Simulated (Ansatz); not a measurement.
# Band-structure calculation of GaP

- system: GaP (F-43m, 2 atoms in the cell)
- method: DFT, r2SCAN, plane waves, PAW, no spin polarisation (Ansatz 0.2.0)

The structure was built on a prototype by a generator. The geometry comes from this level: r2SCAN. Figures and captions count atoms from 1; the log counts them from 0 in places.

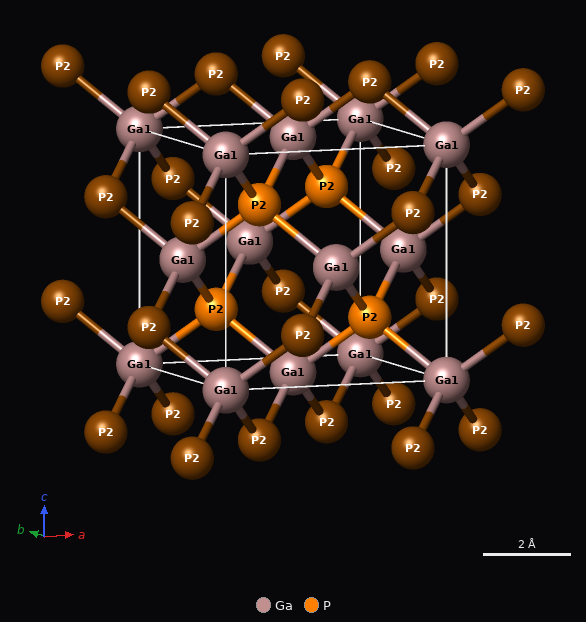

**Figure 1.** The input geometry (ball-and-stick view of the cell 4 times as large as that of the calculation, set on its symmetry axes, seen slightly off an axis; neighbours outside the cell are drawn fainter; atoms are numbered from 1 in the order of the input).

**Summary**

| quantity | value |
| --- | --- |
| outcome | converged |
| space group (tolerance 0.01 Å) | F-43m (216) |
| electrons treated | 18 |
| free energy | −4550.4829 eV |
| Fermi energy | 6.898 eV |
| gap on the k-point mesh | 1.89 eV |
| pressure | 0.03 GPa |
| largest force (length of the vector) | under 0.001 eV/Å |
| hardware | 2 threads of an Arm (aarch64) CPU, shared host |
| wall time | 5 s (CPU time 9.2 s) |
| peak memory | 0.41 GiB |

**Input file**
```yaml
crystal:
  lattice:
    - [0.0, 2.7253992985, 2.7253992985]
    - [2.7253992985, 0.0, 2.7253992985]
    - [2.7253992985, 2.7253992985, 0.0]
  atoms:
    - { symbol: Ga, position: [0.0, 0.0, 0.0] }
    - { symbol: P, position: [0.25, 0.25, 0.25] }
kpoints:
  mp_grid: { grid: [8, 8, 8] }
  band_path:
    path:
      - [0.0, 0.0, 0.0]
      - [-0.5, -0.5, 0.0]
      - [-0.375, -0.375, 0.25]
      - [-0.375, 0.0, 0.375]
      - [0.0, 0.0, 0.5]
      - [-0.5, -0.25, 0.25]
      - [-0.45, -0.45, 0.0]
    npoints: 1
hamiltonian:
  xc: r2scan
scf:
  occupations: { method: fixed }
  n_extra_bands: 4
output:
  forces: true
  stress: true
  eigenvalues: true
```

**Log**
```
scf.n_extra_bands = 4 over 9 filled bands (N_el = 18.0): the run solves 13 bands
Engine: ansatz 0.2.0, aarch64-unknown-linux-gnu
Pseudopotentials: kind: paw
Pseudopotential: Ga, paw, valence charge 13, recommended cutoff 500 eV (meta_gga), Ga.paw.azcp
Pseudopotential: P, paw, valence charge 5, recommended cutoff 500 eV (meta_gga), P.paw.azcp
Functional definition: r2SCAN
  parameter k0 = 0.174
  parameter k1 = 0.065
  parameter a1 = 4.9479
  exchange = r2scan_x(k0 = k0, k1 = k1, a1 = a1)
  correlation = r2scan_c
Crystal: 2 atoms, lattice volume = 40.487 Å³
Basis set: ecut = 500 eV, 965 PW (Γ), exchange–correlation on 120×120×120 points (64 copies of the dense FFT grid, shifted against one another)
Bands: 13, of which v1, the nominal top of the filled ones, is band 9 counted from 1 (8 counted from 0)
Symmetry: 24 space group operations
Space group: F-43m (ITA 216), of the structure as read, at distance tolerance 3.4e-5 Å
k-points: 29 of 512 (time reversal used)
Non-local potential: Ga, projectors of the file, l = 0: 2, l = 1: 2, l = 2: 3, l = 3: 1
Non-local potential: P, projectors of the file, l = 0: 2, l = 1: 2, l = 2: 2
PAW form: soft (Blöchl's): semilocal exchange-correlation on the pseudo side does not see the compensation charge
PAW frozen core: Ga, regenerated for the run's functional (the file was generated under x = pbe(κ = 0.804, μ = 0.2195149727645171), c = pbe(β = 0.06672455060314922))
PAW frozen core: P, regenerated for the run's functional (the file was generated under x = pbe(κ = 0.804, μ = 0.2195149727645171), c = pbe(β = 0.06672455060314922))
PAW one-centre angular grid: Ga, 590 points (default); XC on 160 Gauss nodes
PAW one-centre angular grid: P, 302 points (default); XC on 160 Gauss nodes
Initial density: superposition of atomic densities (neutral atoms: chi_scale 0, normalization atom), corrected by the library's trained network
Initial wavefunctions: pseudopotential atomic-orbital guess
Functional: x = r2scan, c = r2scan; τ floored in thin density (d = 2e-4 eV/Å³)
SCF iter   1: F=—  HF=-4550.473703 eV  |F-HF|=—  |Δ(HF+E_count)|=         —  Δρ=8.75e-3  dr2=1.84e-2  dr2_τ=7.36e-3  ethr=1.77e-3  ⟨swp⟩=4.9  Hψ=2020  notcnv=0  defer=52
preconditioner: auto → none  [insulator: Δε(μ)=1.829 eV  Ē_g=16.401 eV  n_scr=14 (ndim 8)  ℏωp=24.8 eV  f_vac=0.013  ε∞_Penn≈3.3]
SCF iter   2: F=—  HF=-4550.484170 eV  |F-HF|=—  |Δ(HF+E_count)|=   1.05e-2  Δρ=2.32e-3  dr2=3.09e-3  dr2_τ=9.71e-5  ethr=1.02e-4  ⟨swp⟩=2.9  Hψ=979  notcnv=0  defer=53
SCF iter   3: F=—  HF=-4550.482640 eV  |F-HF|=—  |Δ(HF+E_count)|=   1.53e-3  Δρ=1.72e-3  dr2=5.14e-4  dr2_τ=7.42e-6  ethr=1.72e-5  ⟨swp⟩=2.4  Hψ=716  notcnv=0  defer=53
SCF iter   4: F=—  HF=-4550.482870 eV  |F-HF|=—  |Δ(HF+E_count)|=   2.30e-4  Δρ=2.43e-4  dr2=4.15e-5  dr2_τ=4.94e-7  ethr=2.85e-6  ⟨swp⟩=2.9  Hψ=689  notcnv=0  defer=52
SCF iter   5: F=—  HF=-4550.482855 eV  |F-HF|=—  |Δ(HF+E_count)|=   1.49e-5  Δρ=8.35e-5  dr2=2.46e-6  dr2_τ=2.90e-8  ethr=2.30e-7  ⟨swp⟩=2.0  Hψ=468  notcnv=0  defer=36
SCF iter   6: F=-4550.482854 eV  HF=-4550.482854 eV  |F-HF|=6.14e-8  |Δ(HF+E_count)|=   6.17e-7  Δρ=9.57e-6  dr2=3.66e-8  dr2_τ=3.41e-9  ethr=5.56e-10  ⟨swp⟩=7.1  Hψ=2618  notcnv=0
SCF 1 converged in 6 iterations: F = -4550.482854 eV  dr2 = 3.66e-8
  greatest PAW one-centre occupation: 0.993 electrons in one spin orbital (limit 2), on the Ga atom at site 0 (counted from 0), in its partial waves of l = 2
```

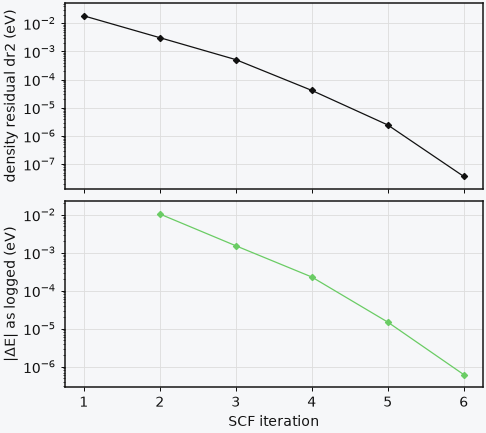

**Figure 2.** Convergence of the self-consistent field: density residual dr2 and size of the energy change against the SCF iteration. The residual falls at every step.

```
NSCF: frozen V_eff on 7 k-points
SCF converged after 6 iterations
Free energy (F): -4550.482854 eV
Harris-Foulkes:  -4550.482854 eV  (|F-HF|=6.14e-8)
Internal energy: -4550.482854 eV  (E = F + TS)
E sigma→0 (E₀):  -4550.482854 eV
Fermi energy:    6.897797 eV
--- Per-component energies (eV) ---
  E_band       = -67.651283
  E_kinetic    = 185.476663
  E_local      = -2202.801833  (includes V_loc(G=0)·N_el)
  E_nonlocal   = 460.450807
  E_hartree    = 1020.522987
  E_xc         = -120.987682
  E_vxc        = -124.831106  (∫ρ·V_xc dr)
  E_paw        = -2579.826806  (= ΣΔE_a)
  E_vpaw       = -433.013051  (= ΣTr[D̂ρ^β])
  E_aug_tail   = -0.000042  (compensation charges beyond the density's cutoff)
  E_vtau       = 6.015441  (kinetic-family band-sum trace: ∫τ·v_τ [+ j·A + Jᵃ·Aᵃ] dr)
  E_ewald      = -1312.573037
  E_core_change = -0.743912  (= ΣΔE_core)
  E_smearing   = -0.000000  (= −TS)
  E_closure    = 0.000000  (closes the sum)
  Σ components = -4550.482854   (vs F -4550.482854, Δ=0.00e0)
--- Forces (eV/Å), atoms counted from 1 ---
  atom   1  Ga     0.00000000    -0.00000000    -0.00000000
  atom   2  P     -0.00000000    -0.00000000    -0.00000000
  max |Σ_I F_I| component: 7.40e-17 eV/Å
--- Stress (GPa, compression-positive) ---
        0.028554       0.000000      -0.000000
       -0.000000       0.028554       0.000000
        0.000000       0.000000       0.028554
  P = ⅓ Tr σ = 0.0286 GPa (0.286 kbar)
--- Band table (eV; the first three rows and the last of 29) ---
  k-point 0: bands = ["-8.0903", "-8.0903", "-8.0903", "-7.9779", "-7.9779", "-6.1268", "6.8978", "6.8978", "6.8978", "9.2616", "11.0707", "11.0707", "11.0707"]
  k-point 1: bands = ["-8.1067", "-8.0853", "-8.0853", "-7.9779", "-7.9779", "-5.9132", "5.2736", "6.6588", "6.6588", "9.7902", "11.4369", "11.4369", "11.7563"]
  k-point 2: bands = ["-8.1417", "-8.0744", "-8.0744", "-7.9766", "-7.9766", "-5.3109", "2.9310", "6.2060", "6.2060", "9.4422", "11.9667", "11.9667", "13.7865"]
  k-point 28: bands = ["-8.2030", "-8.0473", "-8.0254", "-7.9943", "-7.9685", "-2.9360", "0.1595", "3.1861", "3.3558", "11.9306", "12.1922", "13.4391", "13.4811"]
```

**File bands.tsv**
```
# k_distance	band_0	band_1	band_2	band_3	band_4	band_5	band_6	band_7	band_8	band_9	band_10	band_11	band_12
# fermi_ev = 6.897797
# lock_threshold_ev = 1e-6
# [0, 0, 0] at k_distance = 0.000000
# [-0.5, -0.5, 0] at k_distance = 1.152709
# [-0.375, -0.375, 0.25] at k_distance = 1.560253
# [-0.375, 0, 0.375] at k_distance = 2.266141
# [0, 0, 0.5] at k_distance = 2.972028
# [-0.5, -0.25, 0.25] at k_distance = 3.787116
# [-0.45, -0.45, 0] at k_distance = 4.374885
# levels_relative_to = fermi_ev
# free_energy_ev = -4550.482854
# largest_residual_norms_ev = 3.953e-4 2.871e-4 1.260e-3 1.058e-3 1.241e-3 1.380e-3 1.358e-3 1.649e-3 2.058e-3 2.862e-3 2.090e-3 1.681e-3 2.802e-3
0.000000	-14.988095	-14.988095	-14.988095	-14.875687	-14.875687	-13.024561	0.000000	0.000000	0.000000	2.363812	4.172949	4.172949	4.172949
1.152709	-15.119782	-14.917842	-14.917842	-14.913380	-14.852527	-9.928672	-6.957586	-2.803337	-2.803337	1.908562	2.091479	11.311637	11.311637
1.560253	-15.103858	-14.937460	-14.927535	-14.895948	-14.862529	-9.965715	-6.738818	-4.079757	-2.355297	2.469527	5.180226	8.765734	8.816682
2.266141	-15.103858	-14.937460	-14.927535	-14.895948	-14.862529	-9.965715	-6.738818	-4.079757	-2.355297	2.469527	5.180226	8.765734	8.816682
2.972028	-15.081799	-14.960833	-14.960833	-14.868210	-14.868210	-10.863265	-6.848133	-1.171029	-1.171029	2.042199	5.036251	5.036251	8.829854
3.787116	-15.100809	-14.945081	-14.923172	-14.892083	-14.866264	-9.833748	-6.738252	-3.711741	-3.541977	5.032844	5.294394	6.541329	6.583276
4.374885	-15.117374	-14.919631	-14.919631	-14.912298	-14.853077	-10.104889	-6.730466	-2.759100	-2.759100	1.855467	2.260969	10.860723	10.860724
```

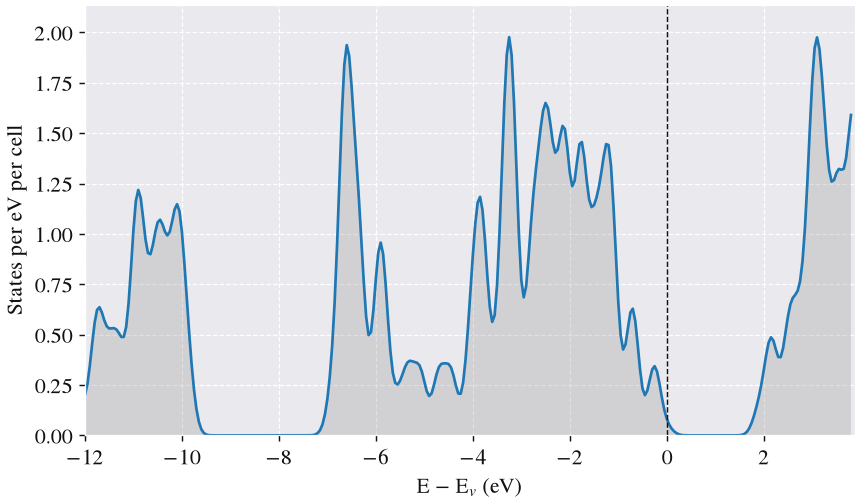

**Figure 3.** Density of states (the curve is built from the levels of the k mesh with Gaussians 0.3 eV wide, which also blur the band edges), with energies from the valence-band top. There is a gap of 1.89 eV on the k-point mesh. Small ripples come from the finite k-point mesh.
